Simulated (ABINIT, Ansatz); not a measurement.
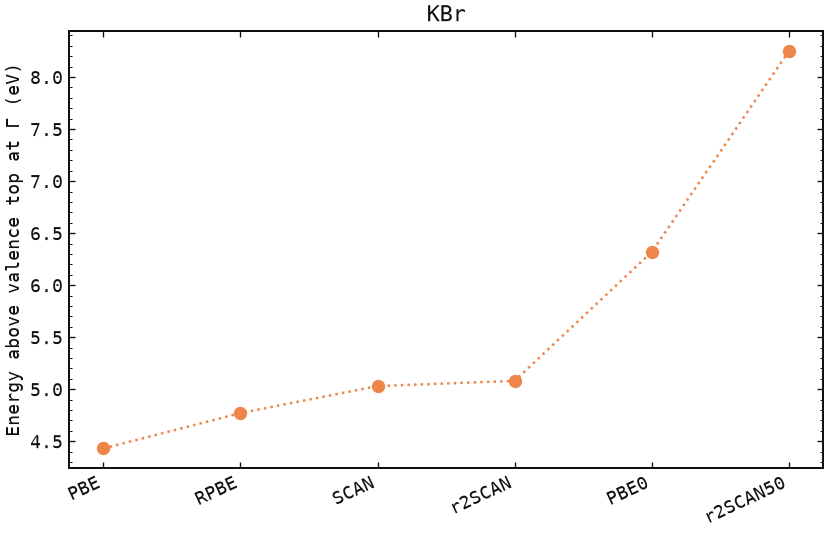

Lowest conduction level at Γ, counted from the valence-band top at Γ, by several methods on one cell of rocksalt KBr, space group Fm-3m (No. 225), 2 atoms in the primitive cell; cubic a = 6.600 Å. All runs are without spin-orbit coupling and carry no moments.

> How do the methods rank at Γ?

From low to high: PBE 4.43, RPBE 4.77, SCAN 5.03, r2SCAN 5.08, PBE0 6.32, r2SCAN50 8.25 eV. Too close to rank are SCAN against r2SCAN (different programs, potentials and cutoffs).

| method | program | Γ (eV) |
| --- | --- | --- |
| PBE | Ansatz | 4.43 |
| RPBE | Ansatz | 4.77 |
| SCAN | ABINIT | 5.03 |
| r2SCAN | Ansatz | 5.08 |
| PBE0 | Ansatz | 6.32 |
| r2SCAN50 | Ansatz | 8.25 |

Settings. PBE: Ansatz NC, 7×7×7 k mesh, 850 eV cutoff, fixed occupations (Ansatz). RPBE: Ansatz PAW, 7×7×7 k mesh, 420 eV cutoff, Fermi-Dirac smearing of 0.05 eV (Ansatz 0.2.0). SCAN: JTH PAW PBE v2.0, 7×7×7 k mesh, 517 eV cutoff, Fermi-Dirac smearing of 0.05 eV (ABINIT 10.8.3 (patched build)). r2SCAN: Ansatz PAW, 7×7×7 k mesh, 500 eV cutoff, Fermi-Dirac smearing of 0.05 eV (Ansatz). PBE0: Ansatz PAW, 4×4×4 k mesh, 420 eV cutoff, Fermi-Dirac smearing of 0.05 eV (Ansatz 0.2.0). r2SCAN50: Ansatz PAW, 4×4×4 k mesh, 500 eV cutoff, Fermi-Dirac smearing of 0.05 eV (Ansatz 0.2.0).

These are six of the 39 methods that were run on this cell. Runs that lie over 0.07 eV from the median of the programs for their method weren't drawn. The runs come from different programs and meshes, which adds differences of its own. Spin-orbit coupling is left out, which matters for Br. RPBE, SCAN, r2SCAN, PBE0 and r2SCAN50: the PAW data sets were made with another functional. LDA, GGA and most meta-GGA functionals understate gaps. PBE0 and r2SCAN50: the k mesh is thin for exact exchange.
